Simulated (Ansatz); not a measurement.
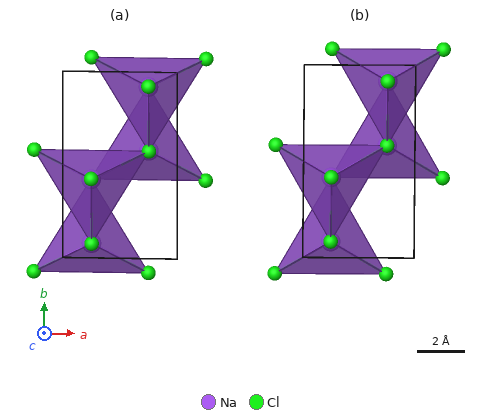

The structure of crystalline NaCl (a generated structure, set up in P2_1/m) before (left) and after (right) a relaxation, at one scale.

Style: polyhedral. Shown: the conventional cell (2 times the calculation's cell), along the c axis. Lengths and directions refer to the drawn axes.

Computed with Ansatz, DFT PBE+D3(BJ), scalar-relativistic, plane waves, PAW. Set-up: plane-wave cutoff 420 eV; k-point mesh 6 × 4 × 6; occupations gaussian; smearing width 0.02 eV; no spin polarisation; cell relaxed at fixed volume; force threshold 0.01 eV/Å; at most 30 steps.

> What changed between the two?

Over 4 accepted moves (6 points after the start) the energy falls by 2.7 meV per cell of the calculation. Largest force component: 0.0071 eV/Å at the start, 0.0039 eV/Å at the end. The pressure goes from −1.11 to −1.04 GPa. The line search rejected the trial step at point 3 of the run. At 1 point the geometry stayed and the basis and grid were re-selected for the new cell (energy shift of less than 0.05 meV per cell of the calculation at most each time). The largest moves relative to the cell, 0.061 Å, are those of Cl atoms. By element the largest moves are Cl 0.061 Å, Na 0.037 Å. The drawn cell changes at constant volume: a 4.926 → 4.782 Å (−2.9 %), b 8.008 → 8.279 Å (+3.4 %), c 5.687 → 5.666 Å (−0.4 %), γ 90.9° → 89.8°. Near-neighbour distances that change, for instance: Cl–Na 2.843 → 2.833 Å. Among the angles between lasting bonds that change: Na–Cl–Na 126.5° → 120.0°, Cl–Na–Cl 126.5° → 120.0°, Na–Cl–Na 115.5° → 120.2°. The space group (tolerance 0.01 Å) goes from P2_1/m (No. 11) to Cmcm (No. 63). Cost: 30 s on 1 thread of Intel(R) Xeon(R) Platinum 8488C (Sapphire Rapids), with other jobs on the host, peak memory 0.47 GiB.
